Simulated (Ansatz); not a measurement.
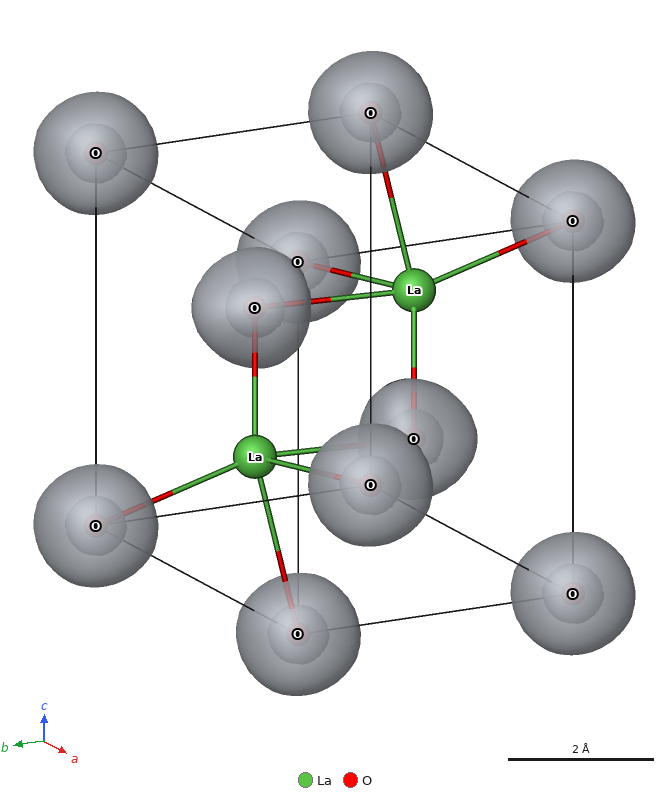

Figure 1: La2O3. Isosurface of the electron localisation function at 0.75 (grey), seen at an oblique angle. Only the valence region is drawn (cores and ρ < 0.01 e/Å³ removed). Sticks mark near contacts.

Space group P-3m1; a structure from a database of computed crystals, not necessarily the ambient phase.

Computed with DFT r2SCAN, scalar-relativistic, plane waves, PAW in Ansatz 0.2.0.

In a PAW calculation such maps are meaningful between the atoms, not at the nuclei.

Identify the bonds, lone pairs and shells in this picture.

Answer. The ELF exceeds this value in three regions wrapped around O (the valence shell of each), counted in one cell of 5 atoms. Any copies at cell faces, edges or corners count once. Profiles from the grid: La–O (2.37 Å): the ELF is about 0.25 at the midpoint (a closed-shell, largely ionic contact). La–O (2.45 Å): the ELF is about 0.25 at the midpoint; a closed-shell, largely ionic contact.

Does the calculation give a band gap?

Answer. It is gapped, with a Kohn–Sham gap of 4.2 eV on the k-point mesh (the band edges may lie off the mesh, which would make the gap smaller).
